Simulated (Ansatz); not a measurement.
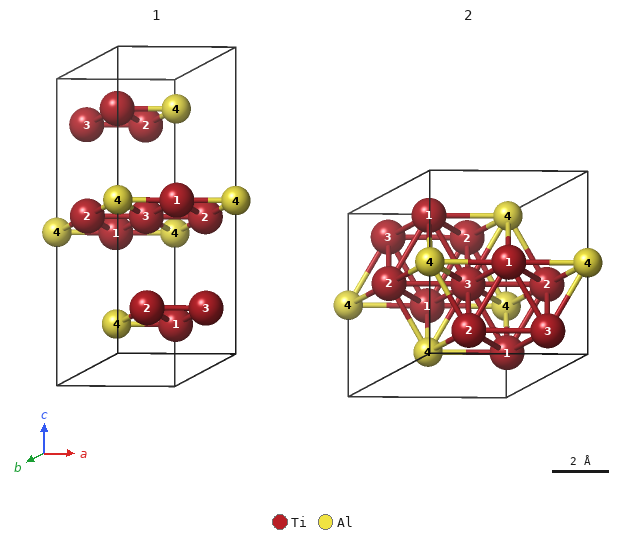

Two geometries of crystalline Ti3Al (a generated structure, set up in R-3m) (coarse preliminary run), drawn at one scale. One is the start of a relaxation, the other its converged end. A ball-and-stick model of the conventional cell (3 times the calculation's cell), seen from a free direction. Lengths and directions refer to the drawn axes.

Theory: DFT PBE, scalar-relativistic, plane waves, PAW (Ansatz). Settings: plane-wave cutoff 420 eV; k-point mesh 6 × 6 × 6; occupations gaussian; smearing width 0.1 eV; no spin polarisation; cell and atoms relaxed; force threshold 0.04 eV/Å; at most 70 steps.

Question: Which geometry has the lower energy?

Answer: Structure 2 is the relaxed one. After 13 accepted moves (15 points after the start) the energy has fallen by 15.322 eV per cell of the calculation. All forces vanish by symmetry, so only the cell relaxes. Pressure: 77.90 GPa at the start and 0.06 GPa at the end. At 2 points the geometry stayed and the basis and grid were re-selected for the new cell (energy shift of 0.586 eV per cell of the calculation at most each time). No atom moves by more than 0.005 Å relative to the cell. The drawn cell changes as follows: a = b 4.281 → 5.728 Å (+33.8 %), c 11.764 → 7.015 Å (−40.4 %); the volume changes by +6.8 %. Among the contacts that change: Ti1–Al4 4.111 → 2.864 Å, Ti1–Ti2 4.111 → 2.864 Å, Ti1–Ti2 (another image) 2.140 → 2.864 Å, Ti1–Al4 (another image) 2.140 → 2.864 Å. New bonds form: Ti1–Al4 (4.11 → 2.86 Å), Ti1–Ti2 (4.11 → 2.86 Å), Ti1–Ti3 (4.11 → 2.86 Å), Ti2–Al4 (4.11 → 2.86 Å). The space group (tolerance 0.01 Å) goes from R-3m (No. 166) to Pm-3m (No. 221). The run took 25 s on 1 thread of Intel(R) Xeon(R) Platinum 8559C (Emerald Rapids), with other jobs on the host, peak memory 0.42 GiB.
